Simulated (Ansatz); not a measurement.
## A series of single points on WS₂

System: WS₂ (R3m, 3 atoms in the cell).
Method: Kohn-Sham DFT of a periodic cell, PBE-LDA, all-electron LAPW, inner shells corrected to Dirac's equation, no spin polarisation (Ansatz 0.2.0).

The 7 runs differ only in the geometry, by an even scaling of the cell at fixed fractional positions. The structure derives from an entry of the Crystallography Open Database.

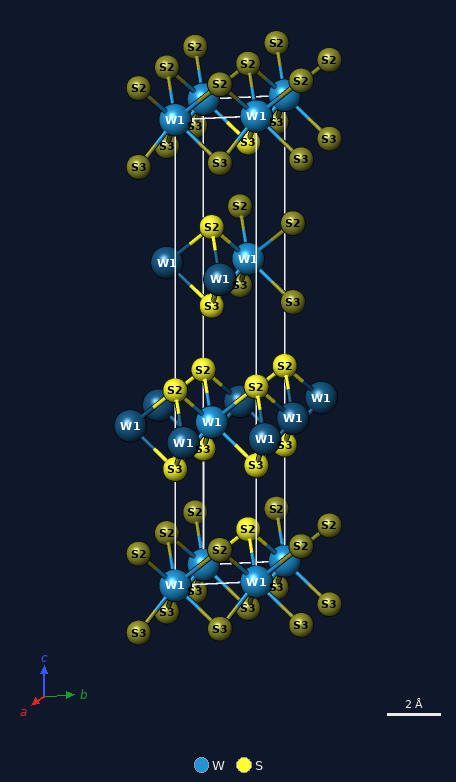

Figure 1. The structure of run 4 (ball-and-stick view of the cell 3 times as large as that of the calculation, set on its symmetry axes, seen slightly off an axis; neighbours outside the cell are drawn fainter; atoms are numbered from 1 in the order of the input).

**Input of run 4**
```yaml
crystal:
  lattice:
    - [1.579, 0.9116360751, 6.1633333333]
    - [-1.579, 0.9116360751, 6.1633333333]
    - [0.0, -1.8232721501, 6.1633333333]
  atoms:
    - { symbol: W, position: [0.0, 0.0, 0.0] }
    - { symbol: S, position: [0.581, 0.581, 0.581] }
    - { symbol: S, position: [0.7503, 0.7503, 0.7503] }
kpoints:
  mp_grid: { grid: [10, 10, 10] }
scf:
  occupations: { method: gaussian, width: 0.025 }
hamiltonian:
  xc: { exchange: pbe, correlation: lda }
  pseudopotentials:
    kind: all_electron
    lapw: { basis_error: 0.002 }
    dirac_shells: { S: ["2p"], W: ["4p", "4d"] }
output:
  forces: true
  stress: true
  eigenvalues: true
```

Command:
```bash
ansatz run input.yaml --threads 2 --pin off --max-ram 5120MiB --backend cpu --events-out ev --progress --plain --runs-dir out
```

Run 2 differs from it as follows:
```diff
-    - [1.579, 0.9116360751, 6.1633333333]
-    - [-1.579, 0.9116360751, 6.1633333333]
-    - [0.0, -1.8232721501, 6.1633333333]
+    - [1.5576595461, 0.8993151583, 6.0800348339]
+    - [-1.5576595461, 0.8993151583, 6.0800348339]
+    - [0.0, -1.7986303165, 6.0800348339]
```

**Results, with one run withheld**

| run | volume per atom (Å³) | free energy per atom, from the lowest run given (meV) | pressure (GPa) | gap on the mesh (eV) |
| --- | --- | --- | --- | --- |
| 1 | 16.679 | 204.48 | 28.23 | 1.08 |
| 2 | 17.034 | ? | ? | ? |
| 3 | 17.389 | 100.96 | 18.85 | 1.12 |
| 4 | 17.744 | 63.78 | 14.82 | 1.13 |
| 5 | 18.099 | 35.08 | 11.17 | 1.15 |
| 6 | 18.454 | 14.07 | 7.88 | 1.16 |
| 7 | 18.809 | 0.00 | 4.89 | 1.16 |

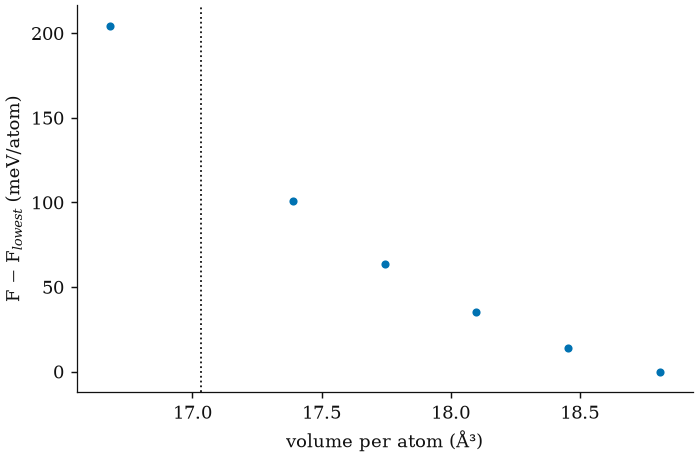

Figure 2. Free energy per atom of the runs given; the dotted line marks run 2.

What should run 2 give?

A cubic polynomial in V^(−2/3) (the Birch–Murnaghan form), fitted to the 6 runs given, misses them by under 0.01 meV per atom. With x = V^(−2/3) − 0.14647 Å⁻², it reads F = 55.281 + 15722 x + 9.5861e+05 x² + 1.1886e+06 x³ (meV per atom). At run 2 it gives 147.52 meV per atom, and the run itself gives 147.53. The slope of the fit gives a pressure −dF/dV of 23.28 GPa there, and the run prints 23.30 GPa. The fit has no minimum inside this range. The gap on the mesh goes, without turning, from 1.08 eV in run 1 to 1.16 eV in run 7; run 2 has 1.10 eV. These are gaps of this functional on this mesh, which can miss the band edges; they aren't the measured gap.

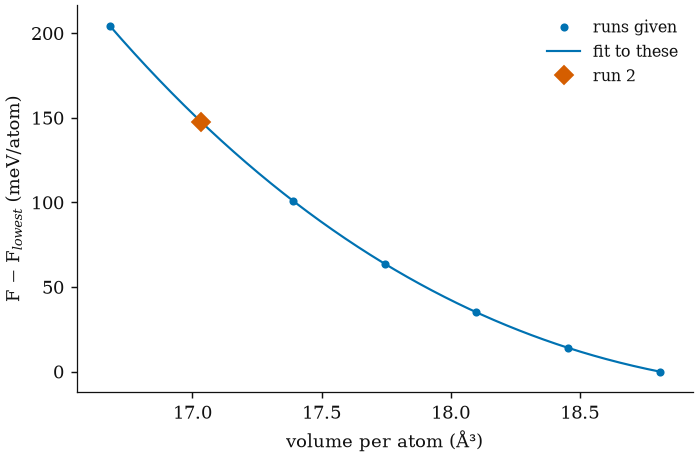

Figure 3. The fit and the withheld run.

**Output, shortened to warnings, some set-up lines, iterations and results (run 2)**
```
Basis set: ecut = 274.7514228414187 eV, 527 PW (Γ), FFT grids on a1−a3, a2−a3, a3, exchange–correlation at level 2
Symmetry: 6 space group operations
k-points: 116 of 1000 (time reversal used)
Initial density: superposition of atomic densities (chi_scale 0.1, normalization cell, long waves kept (reshape's long-wave potential 0.07 eV rms))
[...]
SCF iter   1: F=—  HF=-461682.087801 eV  |F-HF|=—  |Δ(HF+E_count)|=         —  Δρ=4.36e-2  dr2=1.20e0  ethr=1.66e-3  ⟨swp⟩=2.0  Hψ=32943  notcnv=0
SCF iter   2: F=—  HF=-461681.786802 eV  |F-HF|=—  |Δ(HF+E_count)|=   3.01e-1  Δρ=2.02e-2  dr2=5.04e-1  ethr=1.66e-3  ⟨swp⟩=3.0  Hψ=15113  notcnv=0
SCF iter   3: F=—  HF=-461681.732584 eV  |F-HF|=—  |Δ(HF+E_count)|=   5.42e-2  Δρ=1.50e-2  dr2=1.41e-1  ethr=7.00e-4  ⟨swp⟩=3.0  Hψ=15627  notcnv=0
SCF iter   4: F=—  HF=-461681.706342 eV  |F-HF|=—  |Δ(HF+E_count)|=   2.62e-2  Δρ=4.59e-3  dr2=1.05e-2  ethr=1.46e-5  ⟨swp⟩=2.0  Hψ=25410  notcnv=0
SCF iter   5: F=—  HF=-461681.710283 eV  |F-HF|=—  |Δ(HF+E_count)|=         —  Δρ=7.19e-4  dr2=2.86e-4  ethr=1.46e-5  ⟨swp⟩=3.0  Hψ=15526  notcnv=0
SCF iter   6: F=—  HF=-461681.710627 eV  |F-HF|=—  |Δ(HF+E_count)|=   3.44e-4  Δρ=2.80e-4  dr2=8.72e-5  ethr=3.97e-7  ⟨swp⟩=3.0  Hψ=15196  notcnv=0
SCF iter   7: F=—  HF=-461681.710552 eV  |F-HF|=—  |Δ(HF+E_count)|=   7.49e-5  Δρ=1.08e-4  dr2=5.31e-6  ethr=1.21e-7  ⟨swp⟩=3.0  Hψ=14632  notcnv=0
SCF iter   8: F=—  HF=-461681.710562 eV  |F-HF|=—  |Δ(HF+E_count)|=   9.20e-6  Δρ=3.95e-5  dr2=1.21e-6  ethr=7.37e-9  ⟨swp⟩=3.0  Hψ=15147  notcnv=0
SCF iter   9: F=—  HF=-461681.710562 eV  |F-HF|=—  |Δ(HF+E_count)|=   7.67e-7  Δρ=1.16e-5  dr2=1.20e-7  ethr=1.68e-9  ⟨swp⟩=3.0  Hψ=15170  notcnv=0
SCF iter  10: F=-461681.710562 eV  HF=-461681.710562 eV  |F-HF|=2.64e-8  |Δ(HF+E_count)|=   1.33e-8  Δρ=5.26e-6  dr2=1.47e-8  ethr=1.67e-10  ⟨swp⟩=3.0  Hψ=14804  notcnv=0
SCF 1 converged in 10 iterations: F = -461681.710562 eV  dr2 = 1.47e-8
SCF converged after 10 iterations
Free energy (F): -461681.710562 eV
Harris-Foulkes:  -461681.710562 eV  (|F-HF|=2.64e-8)
Internal energy: -461681.710562 eV  (E = F + TS)
E sigma→0 (E₀):  -461681.710562 eV
Fermi energy:    15.685264 eV
--- Per-component energies (eV) ---
  E_band       = -7295.625071
  E_kinetic    = 517200.393505
  E_xc         = -10374.990645
  E_electrostatic = -968507.113423  (all electrons and nuclei)
  E_smearing   = -0.000000  (= −TS)
  E_closure    = 0.000000  (closes the sum)
  E_atoms      = -461663.694768  (free atoms, spherical and without spin; not in F)
  Σ components = -461681.710562   (vs F -461681.710562, Δ=0.00e0)
  Basis errors (estimates in eV, not in F): energy 1.2e-3 per atom: plane waves 1.1e-3 (6.3e-4 summed), levels above the bands 0.0e0, relativity 2.5e-7, radial functions 9.1e-5, core shells 4.1e-8; eigenvalues (radial functions only) 2.5e-6; not estimated: angular momenta, meshes, grids; target …
--- Forces (eV/Å), atoms counted from 1 ---
  atom   1  W      0.00000000    -0.00000000    -0.67060548
  atom   2  S     -0.00000000    -0.00000000    -1.06943897
  atom   3  S      0.00000000     0.00000000     1.74003654
  max |Σ_I F_I| component: 7.91e-6 eV/Å
--- Stress (GPa, compression-positive) ---
       23.982400       0.000000      -0.000000
        0.000000      23.982400      -0.000000
        0.000000      -0.000000      21.941575
  P = ⅓ Tr σ = 23.3021 GPa (233.021 kbar)
```

Notes: Spin–orbit coupling is left out, which matters for W.
